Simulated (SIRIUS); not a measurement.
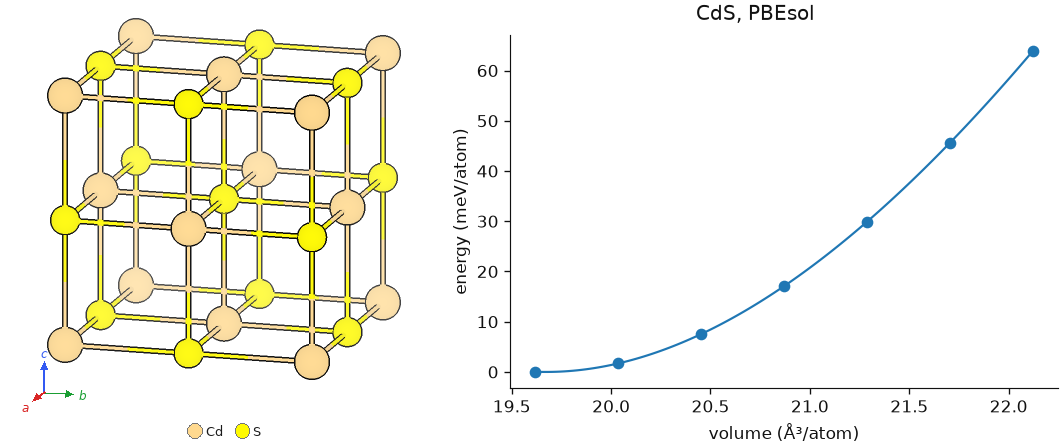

The plot gives the computed energy against volume for CdS, space group Fm-3m (No. 225). The conventional cell is drawn beside the plot.

Starting cell:
```yaml
crystal:
  lattice:
    - [0.00000, 2.75324, 2.75324]
    - [2.75324, 0.00000, 2.75324]
    - [2.75324, 2.75324, 0.00000]
  atoms:
    - { symbol: Cd, position: [0.00000, 0.00000, 0.00000] }
    - { symbol: S, position: [0.50000, 0.50000, 0.50000] }
```

Computed with SIRIUS 7.10.0: plane-wave DFT, no spin polarisation; energies at scaled volumes of the given cell, shape and fractions fixed, counted from the fit's minimum, third-order Birch-Murnaghan fit. Level: PBEsol.

```json
{"setting": "k mesh", "value": "8×8×8"}
{"setting": "occupations", "value": "Fermi–Dirac"}
{"setting": "smearing width", "value": "0.05 eV"}
{"setting": "potentials", "value": "dojo sr pbesol 0.4.1 standard"}
{"setting": "wave cutoff", "value": "1388 eV"}
{"setting": "density cutoff", "value": "5552 eV"}
```

This calculation gives: equilibrium volume 19.67 Å³/atom and bulk modulus 84.2 GPa.

Now Cd is replaced by Pb on all its sites, which gives PbS in the same structure. The second calculation uses wave cutoff 765.32 eV. How do these quantities change?

The equilibrium volume rises from 19.67 to 25.72 Å³/atom (+31 %) and the bulk modulus falls from 84.2 to 59.3 GPa (−30 %).

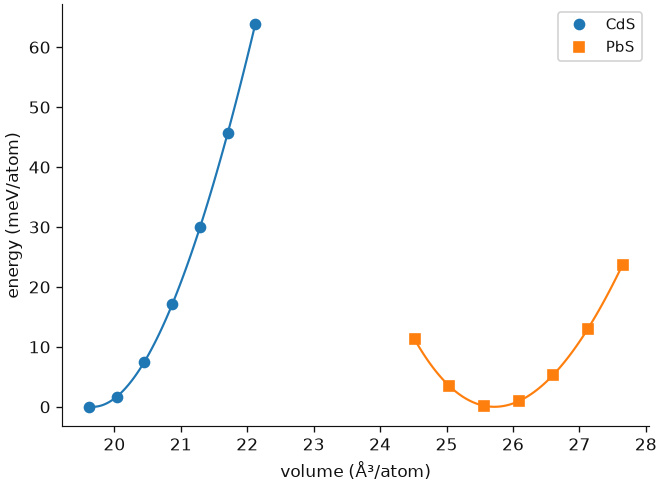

The two results together.

For CdS, limits of the calculation: the fit and the printed pressures don't fully agree, or the minimum lies near the end of the range.

For PbS, limits of the calculation: spin-orbit coupling left out, heavy elements.

V0 and the bulk modulus come from third-order Birch–Murnaghan fits.
